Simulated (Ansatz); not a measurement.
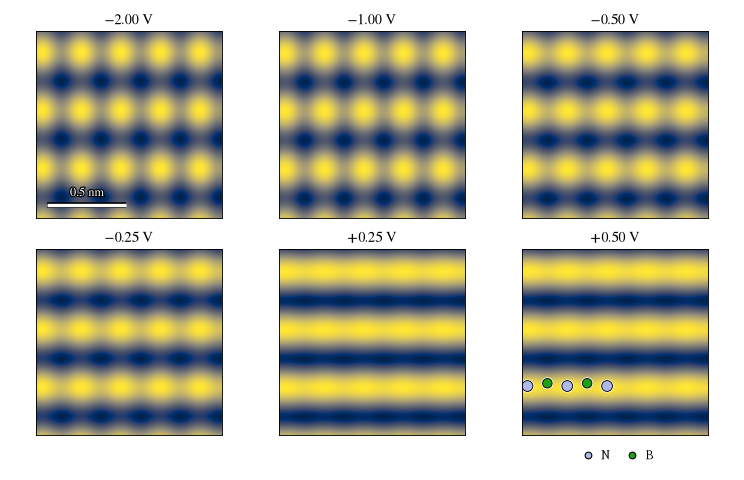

Constant-current images of BN(012) (R3m bulk, the cell from a database of computed structures, not from a measurement, 12 atomic planes (those closer than 0.6 Å count as one), 11 Å, N-terminated) at 6 sample biases, each on its own colour scale; the last has the atoms seen from above drawn over one corner (deeper ones smaller).

Images follow the Tersoff–Hamann model: the current is the local density of the sample's states between the Fermi level and the bias, at the tip's centre. Bias windows are sharp sums over the levels of the k mesh.

Method: DFT PBE, scalar-relativistic, plane waves, PAW (Ansatz 0.2.0). Cutoff 420 eV, 34 × 23 k-points, Gaussian smearing 0.05 eV, dipole correction. The slab is a cut without reconstruction beyond its cell, at the source's lattice constants, with its lower half held fixed and the rest relaxed. Its faces differ (N on top, B below), so the slab is asymmetric; states at the Fermi level may come from the unlike faces. No spin polarisation. The run couldn't confirm all of its levels under its output density. The run warns that the functional's potential is rough in the thin density of the vacuum, where the tip is; weak contrasts and barriers may feel it.

How do the images change with bias?

```tsv
bias	set point (e/Å³)	corrugation	brightest over
−2.00 V	1.5 × 10⁻⁶	27 pm	top N atoms
−1.00 V	1.4 × 10⁻⁶	30 pm	top N atoms
−0.50 V	1.2 × 10⁻⁶	27 pm	top N atoms
−0.25 V	9.4 × 10⁻⁷	24 pm	top N atoms
+0.25 V	2.3 × 10⁻⁶	28 pm	top N atoms
+0.50 V	2.3 × 10⁻⁶	28 pm	top N atoms
```

The slab has states at the Fermi level, so this model gives a current down to small biases. Its work function (top face) is 7.72 eV.
